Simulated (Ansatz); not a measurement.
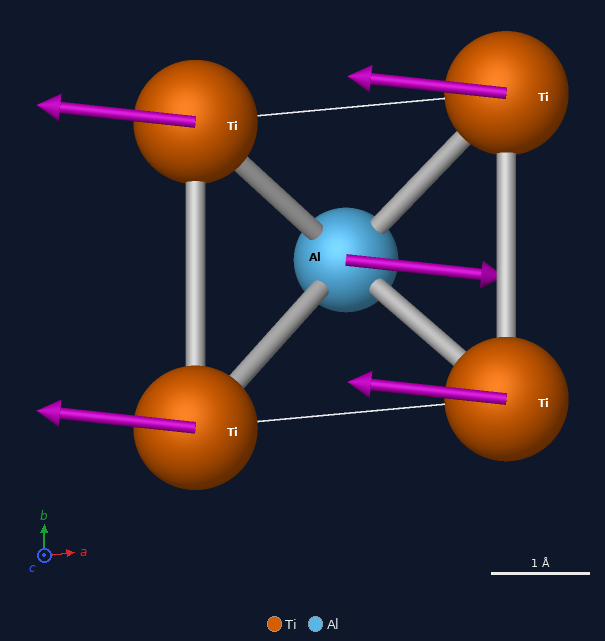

A relaxation of crystalline TiAl (set up in P1). The starting structure is drawn; purple arrows show the displacements (the part carried along by the change of the cell is left out), 50 times their true length.

Style: ball-and-stick. Shown: the cell of the calculation, along the c axis.

Case: all atoms moved at random, sigma 0.02 Å for each component, cell strained at random, sigma 0.06; relaxed back.

Theory: DFT PBEsol, scalar-relativistic, plane waves, PAW in Ansatz.

Input
```yaml
crystal:
  lattice:
    - [3.2050459963, 0.168853387, -0.1893544545]
    - [0.168853387, 3.1521663694, -0.25276627]
    - [-0.1893544545, -0.25276627, 3.1374707495]
  atoms:
    - { symbol: Ti, position: [0.0079856016, -0.0017263393, 0.000656467] }
    - { symbol: Al, position: [0.4920143984, 0.5017263393, 0.499343533] }
basis:
  ecutwfc: 420
kpoints:
  mp_grid: { grid: [10, 10, 10] }
hamiltonian:
  xc: pbesol
scf:
  occupations: { method: gaussian, width: 0.15 }
output:
  forces: true
  stress: true
  eigenvalues: true
relax:
  adjacent_minimum: "off"
  f_tol: 0.01
  max_steps: 80
  cell: { stress_tol: 0.1 }
```

Command:
```bash
ansatz run input.yaml --threads 2 --pin off --max-ram 5120MiB --backend cpu --events-out ev --progress --plain --runs-dir out
```

What did the optimiser do to the structure, and how much energy did it gain?

The largest moves relative to the cell, 0.033 Å, are those of Ti1 and Al2. Ti1 goes along [−3 1 0]. Largest moves by element: Ti 0.033 Å, Al 0.033 Å. The drawn cell changes as follows: a 3.215 → 4.048 Å (+25.9 %), b 3.167 → 2.792 Å (−11.8 %), c 3.153 → 2.792 Å (−11.5 %), α 99.3° → 90.0°, β 97.0° → 90.0°, γ 83.7° → 90.0°; the volume changes by +0.8 %. Near-neighbour distances that change, for instance: Ti1–Ti1 3.167 → 2.792 Å, Al2–Al2 3.167 → 2.792 Å, Ti1–Al2 3.117 → 2.828 Å, Ti1–Al2 (another image) 2.563 → 2.827 Å. Within 0.06 Å the space group is Cm at the start and P4/mmm at the end; at a tighter tolerance small leftover displacements or strains of the cell lower it. Over 12 accepted moves (15 points after the start) the energy falls by 0.527 eV per cell of the calculation. The largest force component goes from 0.44 to under 0.0001 eV/Å. The pressure goes from 4.55 to 0.02 GPa. The line search rejected the trial step at point 8 of the run. At 2 points the geometry stayed and the basis and grid were re-selected for the new cell (energy shift of 37.9 meV per cell of the calculation at most each time). Cost: 2.5 min on 2 threads of Arm Neoverse V2, on a shared host, peak memory 0.54 GiB.
